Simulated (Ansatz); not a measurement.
## Single-point calculation, with input and output: Ti10O13 (part 1 of 2)

- system: Ti10O13 (C2/m, 23 atoms in the cell)
- method: DFT r2SCAN, scalar-relativistic, plane waves, PAW, no spin polarisation (Ansatz 0.2.0)

The structure derives from a Materials Project entry. It belongs to a series of runs on one base structure; here: the database's cell and atoms. Figures and captions count atoms from 1; the log counts them from 0 in places.

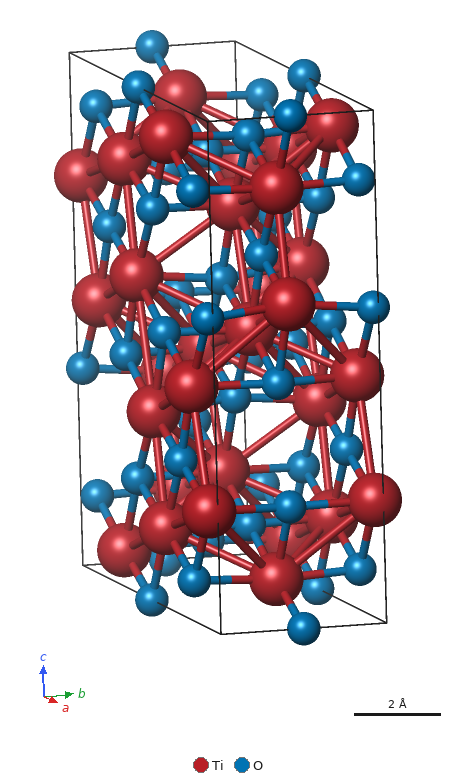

Figure 1. The structure as given in the input (ball-and-stick view of the cell 2 times as large as that of the calculation, set on its symmetry axes, seen slightly off an axis). An atom can appear more than once, as a periodic image.

The input
```yaml
crystal:
  lattice:
    - [4.6370694143, -2.065152224, 0.0]
    - [4.6370694143, 2.065152224, 0.0]
    - [-0.9070849615, 0.0, 12.0390396882]
  atoms:
    - { symbol: Ti, position: [0.16912994, 0.16912994, 0.54000158] }
    - { symbol: Ti, position: [0.44946838, 0.44946838, 0.62584308] }
    - { symbol: Ti, position: [0.55053162, 0.55053162, 0.37415692] }
    - { symbol: Ti, position: [0.83087006, 0.83087006, 0.45999842] }
    - { symbol: Ti, position: [0.6165793, 0.6165793, 0.15593452] }
    - { symbol: Ti, position: [0.93678535, 0.93678535, 0.23142936] }
    - { symbol: Ti, position: [0.6926896, 0.6926896, 0.92896372] }
    - { symbol: Ti, position: [0.3073104, 0.3073104, 0.07103628] }
    - { symbol: Ti, position: [0.06321465, 0.06321465, 0.76857064] }
    - { symbol: Ti, position: [0.3834207, 0.3834207, 0.84406548] }
    - { symbol: O, position: [0.96239626, 0.96239626, 0.61038784] }
    - { symbol: O, position: [0.26070877, 0.26070877, 0.69619522] }
    - { symbol: O, position: [0.64156787, 0.64156787, 0.54044198] }
    - { symbol: O, position: [0.03760374, 0.03760374, 0.38961216] }
    - { symbol: O, position: [0.35843213, 0.35843213, 0.45955802] }
    - { symbol: O, position: [0.73929123, 0.73929123, 0.30380478] }
    - { symbol: O, position: [0.1205679, 0.1205679, 0.15179576] }
    - { symbol: O, position: [0.4191484, 0.4191484, 0.22645406] }
    - { symbol: O, position: [0.1857402, 0.1857402, 0.92012213] }
    - { symbol: O, position: [0.5, 0.5, 0.0] }
    - { symbol: O, position: [0.8142598, 0.8142598, 0.07987787] }
    - { symbol: O, position: [0.5808516, 0.5808516, 0.77354594] }
    - { symbol: O, position: [0.8794321, 0.8794321, 0.84820424] }
basis:
  ecutwfc: 500
kpoints:
  mp_grid: { grid: [10, 10, 4] }
hamiltonian:
  xc: r2scan
scf:
  occupations: { method: gaussian, width: 0.1 }
output:
  forces: true
  stress: true
  eigenvalues: true
  populations: true
```

Machine: 4 threads of Intel Xeon (Sapphire Rapids), 192 GiB of memory available, shared host.

Launched with:
```bash
ansatz run input.yaml --threads 4 --pin off --max-ram 10240MiB --backend cpu --events-out ev --progress --plain --runs-dir out
```

Log
```
Engine: ansatz 0.2.0, x86_64-unknown-linux-gnu
Pseudopotentials: kind: paw
Pseudopotential: Ti, paw, valence charge 12, recommended cutoff 500 eV (meta_gga), Ti.paw.azcp
Pseudopotential: O, paw, valence charge 6, recommended cutoff 500 eV (meta_gga), O.paw.azcp
Functional definition: r2SCAN
  parameter k0 = 0.174
  parameter k1 = 0.065
  parameter a1 = 4.9479
  exchange = r2scan_x(k0 = k0, k1 = k1, a1 = a1)
  correlation = r2scan_c
Crystal: 23 atoms, lattice volume = 230.578 Å³
Basis set: ecut = 500 eV, 5895 PW (Γ), exchange–correlation on 160×160×360 points (64 copies of the dense FFT grid, shifted against one another)
Bands: 122, of which v1, the nominal top of the filled ones, is band 99 counted from 1 (98 counted from 0)
Symmetry: 4 space group operations
Space group: C2/m (ITA 12), of the structure as read, at distance tolerance 6.1e-5 Å
k-points: 117 of 400
Non-local potential: Ti, projectors of the file, l = 0: 3, l = 1: 2, l = 2: 3, l = 3: 1
Non-local potential: O, projectors of the file, l = 0: 2, l = 1: 2, l = 2: 1
PAW form: soft (Blöchl's): semilocal exchange-correlation on the pseudo side does not see the compensation charge
PAW frozen core: Ti, regenerated for the run's functional (the file was generated under x = pbe(κ = 0.804, μ = 0.2195149727645171), c = pbe(β = 0.06672455060314922))
PAW frozen core: O, regenerated for the run's functional (the file was generated under x = pbe(κ = 0.804, μ = 0.2195149727645171), c = pbe(β = 0.06672455060314922))
PAW one-centre angular grid: Ti, 590 points (default); XC on 160 Gauss nodes
PAW one-centre angular grid: O, 302 points (default); XC on 160 Gauss nodes
Initial density: superposition of atomic densities (neutral atoms: chi_scale 0, normalization atom), corrected by the library's trained network
Initial wavefunctions: pseudopotential atomic-orbital guess
Functional: x = r2scan, c = r2scan; τ floored in thin density (d = 2e-4 eV/Å³)
SCF iter   1: F=—  HF=-32469.809133 eV  |F-HF|=—  |Δ(HF+E_count)|=         —  Δρ=2.21e-2  dr2=1.18e0  dr2_τ=1.25e0  ethr=1.77e-3  ⟨swp⟩=4.1  Hψ=53526  notcnv=0
preconditioner: auto → LDOS  [metal: Δε(μ)=0.005 eV  Ē_g=11.066 eV  σ=0.100 eV  W_gap=0.03  n_scr=72 (ndim 8)  ℏωp=26.6 eV  f_vac=0.026  D(μ)=7.03/eV (n_scr^D=50)  β→1.0]
SCF iter   2: F=—  HF=-32470.732234 eV  |F-HF|=—  |Δ(HF+E_count)|=   9.23e-1  Δρ=1.93e-2  dr2=8.12e-1  dr2_τ=1.13e-1  ethr=5.94e-4  ⟨swp⟩=3.0  Hψ=30184  notcnv=0  defer=1552
SCF iter   3: F=—  HF=-32470.585602 eV  |F-HF|=—  |Δ(HF+E_count)|=   1.47e-1  Δρ=5.35e-3  dr2=6.46e-2  dr2_τ=6.44e-3  ethr=4.10e-4  ⟨swp⟩=2.4  Hψ=19885  notcnv=0  defer=1552
SCF iter   4: F=—  HF=-32470.574488 eV  |F-HF|=—  |Δ(HF+E_count)|=   1.11e-2  Δρ=1.71e-3  dr2=6.22e-3  dr2_τ=9.79e-4  ethr=3.26e-5  ⟨swp⟩=2.1  Hψ=22489  notcnv=0  defer=1501
SCF iter   5: F=—  HF=-32470.573626 eV  |F-HF|=—  |Δ(HF+E_count)|=   8.62e-4  Δρ=3.62e-4  dr2=2.21e-4  dr2_τ=6.38e-5  ethr=3.14e-6  ⟨swp⟩=2.0  Hψ=18750  notcnv=0  defer=1501
SCF iter   6: F=—  HF=-32470.573640 eV  |F-HF|=—  |Δ(HF+E_count)|=   1.42e-5  Δρ=1.21e-4  dr2=2.68e-5  dr2_τ=1.81e-6  ethr=1.11e-7  ⟨swp⟩=2.0  Hψ=18859  notcnv=0  defer=1501
SCF iter   7: F=—  HF=-32470.573649 eV  |F-HF|=—  |Δ(HF+E_count)|=   8.39e-6  Δρ=3.30e-5  dr2=1.95e-6  dr2_τ=2.39e-7  ethr=1.36e-8  ⟨swp⟩=2.0  Hψ=19606  notcnv=0  defer=1501
SCF iter   8: F=—  HF=-32470.573650 eV  |F-HF|=—  |Δ(HF+E_count)|=   1.85e-6  Δρ=1.10e-5  dr2=1.95e-7  dr2_τ=3.09e-8  ethr=9.86e-10  ⟨swp⟩=2.0  Hψ=19985  notcnv=0  defer=1501
SCF iter   9: F=-32470.573651 eV  HF=-32470.573651 eV  |F-HF|=3.13e-8  |Δ(HF+E_count)|=   4.21e-7  Δρ=3.15e-6  dr2=1.53e-8  dr2_τ=1.55e-9  ethr=5.05e-11  ⟨swp⟩=13.2  Hψ=62982  notcnv=0
SCF 1 converged in 9 iterations: F = -32470.573651 eV  dr2 = 1.53e-8
  greatest PAW one-centre occupation: 1.003 electrons in one spin orbital (limit 2), on the Ti atom at site 2 (counted from 0), in its partial waves of l = 1
```

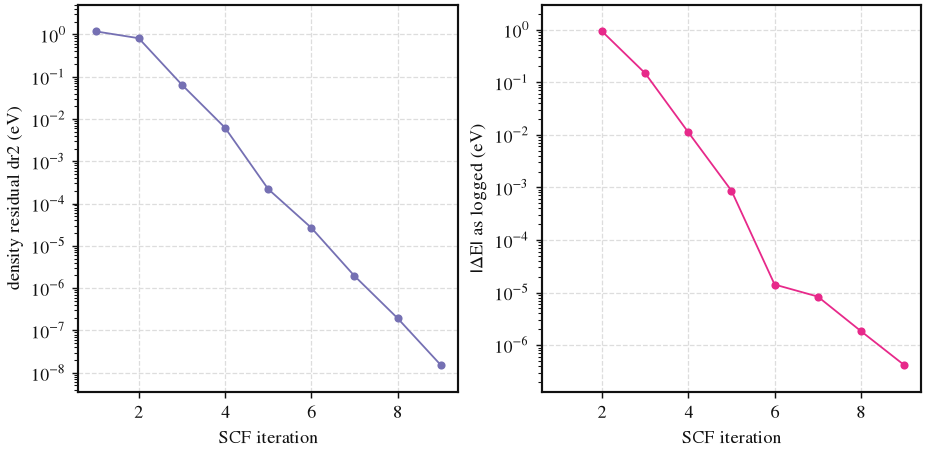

Figure 2. Convergence of the self-consistent field: density residual dr2 and size of the energy change against the SCF iteration. The residual falls at every step.

```
SCF converged after 9 iterations
Free energy (F): -32470.573651 eV
Harris-Foulkes:  -32470.573651 eV  (|F-HF|=3.13e-8)
Internal energy: -32470.535537 eV  (E = F + TS)
E sigma→0 (E₀):  -32470.554594 eV
Entropy (-TS):   -0.038114 eV (-1.657 meV/atom)
Fermi energy:    15.003770 eV
--- Per-component energies (eV) ---
  E_band       = -1517.938005
  E_kinetic    = 5056.715744
  E_local      = -11656.922800  (includes V_loc(G=0)·N_el)
  E_nonlocal   = 685.789591
  E_hartree    = 4612.155057
  E_xc         = -1901.356488
  E_vxc        = -2724.569185  (∫ρ·V_xc dr)
  E_paw        = -12648.819249  (= ΣΔE_a)
  E_vpaw       = -2281.768086  (= ΣTr[D̂ρ^β])
  E_aug_tail   = 0.013845  (compensation charges beyond the density's cutoff)
  E_vtau       = 178.494063  (kinetic-family band-sum trace: ∫τ·v_τ [+ j·A + Jᵃ·Aᵃ] dr)
  E_ewald      = -16615.161433
  E_core_change = -2.949803  (= ΣΔE_core)
  E_smearing   = -0.038114  (= −TS)
  E_closure    = -0.000000  (closes the sum)
  Σ components = -32470.573651   (vs F -32470.573651, Δ=0.00e0)
--- Forces (eV/Å), atoms counted from 1 ---
  atom   1  Ti     0.05564335     0.00000000     0.03255117
  atom   2  Ti    -0.06676857     0.00000000    -0.00515252
  atom   3  Ti     0.06676857    -0.00000000     0.00515252
  atom   4  Ti    -0.05564335    -0.00000000    -0.03255117
  atom   5  Ti    -0.01269144     0.00000000     0.04048167
  atom   6  Ti    -0.01388884    -0.00000000    -0.07225001
  atom   7  Ti    -0.01204854    -0.00000000    -0.00575861
  atom   8  Ti     0.01204854     0.00000000     0.00575861
  atom   9  Ti     0.01388884     0.00000000     0.07225001
  atom  10  Ti     0.01269144    -0.00000000    -0.04048167
  atom  11  O      0.05283328     0.00000000     0.03637239
  atom  12  O      0.01867341     0.00000000    -0.01952522
  atom  13  O      0.01958585    -0.00000000    -0.08804066
  atom  14  O     -0.05283328    -0.00000000    -0.03637239
  atom  15  O     -0.01958585     0.00000000     0.08804066
  atom  16  O     -0.01867341     0.00000000     0.01952522
  atom  17  O     -0.00769267     0.00000000     0.01995266
  atom  18  O      0.09076020     0.00000000     0.00774632
  atom  19  O      0.04897532     0.00000000    -0.00540980
  atom  20  O     -0.00000000     0.00000000     0.00000000
  atom  21  O     -0.04897532    -0.00000000     0.00540980
  atom  22  O     -0.09076020    -0.00000000    -0.00774632
  atom  23  O      0.00769267    -0.00000000    -0.01995266
  max |Σ_I F_I| component: 5.20e-18 eV/Å
--- Stress (GPa, compression-positive) ---
       -1.696438       0.000000      -0.086566
        0.000000      -1.674610      -0.000000
       -0.086566      -0.000000      -1.398182
  P = ⅓ Tr σ = -1.5897 GPa (-15.897 kbar)
--- Band table (eV; the first three rows and the last of 117) ---
  k-point 0: bands = ["-45.7736", "-45.7461", "-45.7256", "-45.6866", "-45.5609", "-45.5283", "-45.5196", "-45.4814", "-45.4523", "-45.4351", "-21.1927", "-21.1923", "-21.1717", "-21.1506", "-21.1250", "-21.1222", "-21.1182", "-21.0842", "-21.0762", "-21.0686", "-21.0602", "-21.0533", "-20.9585", "-20.9494", "-20.9175", "-20.8749", "-20.8579", "-20.8548", "-20.8360", "-20.7983", "-20.7289", "-20.7281", "-20.7216", "-20.7038", "-20.6779", "-20.6220", "-20.6200", "-20.5277", "-20.5245", "-20.4209", "-7.9823", "-7.5807", "-7.4823", "-7.1568", "-7.0856", "-7.0354", "-7.0062", "-6.8582", "-6.7046", "-6.5818", "-6.2276", "-6.2216", "-5.9531", "6.4917", "6.5139", "6.8125", "6.9695", "7.0160", "7.3075", "7.3643", "7.4023", "7.4837", "7.5224", "7.5524", "7.5692", "7.5693", "7.7281", "7.7993", "7.8950", "7.9787", "8.1166", "8.1485", "8.2341", "8.2359", "8.2432", "8.2788", "8.4849", "8.5193", "8.5742", "8.8737", "8.9152", "8.9538", "8.9598", "9.1648", "9.1717", "9.6712", "9.8136", "9.8628", "10.1793", "10.3386", "10.4285", "10.4326", "12.6789", "12.9023", "13.6626", "13.8001", "14.0520", "14.2477", "14.4172", "14.5459", "15.0706", "15.3479", "15.4329", "15.4376", "15.4377", "15.4830", "15.5615", "15.6145", "15.7632", "15.7648", "15.9728", "16.0377", "16.0421", "16.2407", "16.3239", "16.4444", "16.5011", "16.7224", "16.7551", "16.8528", "16.9261", "16.9439"]
```
